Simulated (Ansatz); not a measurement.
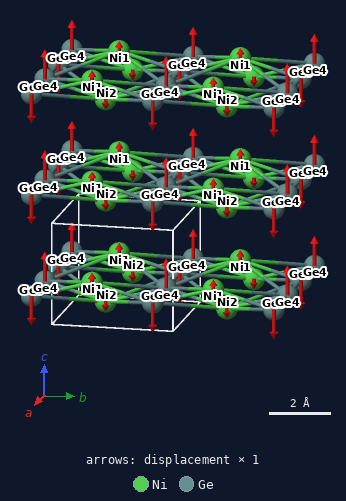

This is a relaxation of solid NiGe (built on the random type) (coarse preliminary run). The starting structure is drawn; red arrows show the displacements (the part carried along by the change of the cell is left out), at their true length.

A ball-and-stick model of the cell of the calculation, repeated 2 × 2 × 3 with one cell outlined, seen slightly off an axis.

Case: random cell with space group Pmma (No. 51).

All numbers below come from DFT PBE, scalar-relativistic, plane waves, PAW in Ansatz.

The input:
```yaml
crystal:
  lattice:
    - [3.9656635492, 0.0, 0.0]
    - [0.0, 4.0826320951, 0.0]
    - [0.0, 0.0, 3.426491142]
  atoms:
    - { symbol: Ni, position: [0.75, 0.5, 0.6666666667], spin: 2.0 }
    - { symbol: Ni, position: [0.25, 0.5, 0.3333333333], spin: 2.0 }
    - { symbol: Ge, position: [0.75, 0.0, 0.5] }
    - { symbol: Ge, position: [0.25, 0.0, 0.5] }
basis:
  ecutwfc: 420
kpoints:
  mp_grid: { grid: [4, 4, 6] }
hamiltonian:
  xc: pbe
scf:
  occupations: { method: gaussian, width: 0.1 }
  lower_state_search: "off"
output:
  forces: true
  stress: true
  eigenvalues: true
  populations: true
magnetization:
  spin_polarized: true
relax:
  adjacent_minimum: "off"
  f_tol: 0.04
  max_steps: 70
  cell: { stress_tol: 0.4 }
```

Run as
```bash
ansatz run input.yaml --threads 1 --pin off --max-ram 2560MiB --backend cpu --events-out ev --progress --plain --runs-dir out
```

Atoms of which element are displaced furthest, and by how much?

Germanium: up to 1.01 Å, against 0.34 Å for nickel.

What happened in the run?

The energy falls by 6.917 eV per cell of the calculation in 18 accepted moves (20 points after the start). Largest force component: 2.6 eV/Å at the start, 0.00042 eV/Å at the end. Pressure: 55.35 GPa at the start and 0.03 GPa at the end. The SCF was repeated twice at an unchanged geometry on a basis and grid sized afresh for the cell, which shifted the energy by 26.2 meV per cell of the calculation at most. The largest moves relative to the cell, 1.01 Å, are those of Ge3 and Ge4. Ge3 goes along −c. Largest moves by element: Ge 1.01 Å, Ni 0.34 Å. The volume changes by −5.2 %, with a 3.966 → 4.144 Å (+4.5 %), b 4.083 → 3.126 Å (−23.4 %), c 3.426 → 4.059 Å (+18.5 %). Near-neighbour distances that change, for instance: Ge3–Ge4 3.959 → 2.901 Å, Ni1–Ge3 3.510 → 2.561 Å, Ge3–Ge4 (another image) 1.983 → 2.900 Å, Ni1–Ni2 2.288 → 2.901 Å. Among the angles between lasting bonds that change: Ge3–Ni1–Ge3 148.7° → 75.2°, Ge4–Ni1–Ge4 157.3° → 180.0°, Ge4–Ni1–Ge4 86.2° → 105.9°. The space group (tolerance 0.01 Å) goes from Pmma (No. 51) to Cmmm (No. 65). The program noted that the starting moments weren't kept.

Limits of the set-up: the k-point mesh is coarse for a cell with partly filled bands.
